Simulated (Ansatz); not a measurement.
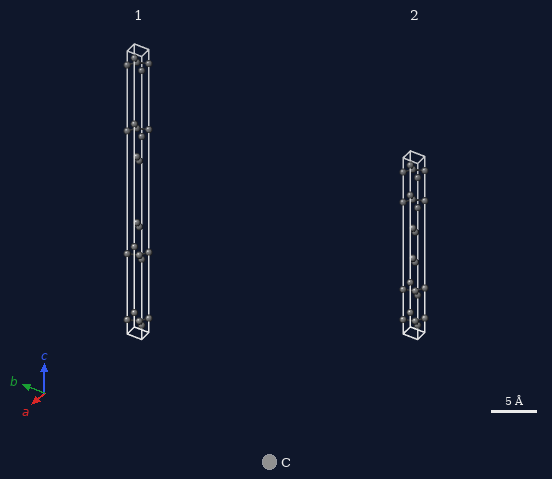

Two geometries of a crystal of C (set up in R-3m), drawn at one scale. One is the start of a relaxation, the other its converged end. Style: ball-and-stick. Shown: the conventional cell (3 times the calculation's cell), from a free direction. Lengths and directions refer to the drawn axes.

Method: DFT PBE+D3(BJ), scalar-relativistic, plane waves, PAW (Ansatz). Settings: plane-wave cutoff 420 eV; k-point mesh 18 × 18 × 18; occupations gaussian; smearing width 0.1 eV; no spin polarisation; cell and atoms relaxed; force threshold 0.005 eV/Å; at most 80 steps.

Question: Which one is relaxed?

Answer: Structure 2 is the relaxed one. After 18 accepted moves (24 points after the start) the energy has fallen by 97.8 meV per cell of the calculation. The largest force component goes from 0.19 to 0.00015 eV/Å. The pressure goes from 1.14 to −0.02 GPa. The line search rejected the trial step at point 17 of the run. The SCF was repeated 5 times at an unchanged geometry on a basis and grid sized afresh for the cell, which shifted the energy by 8.1 meV per cell of the calculation at most. The largest moves relative to the cell, 0.65 Å, are those of C atoms. The volume changes by −37.6 %, with a = b 2.460 → 2.465 Å (+0.2 %), c 33.450 → 20.804 Å (−37.8 %). The space group stays R-3m (No. 166).
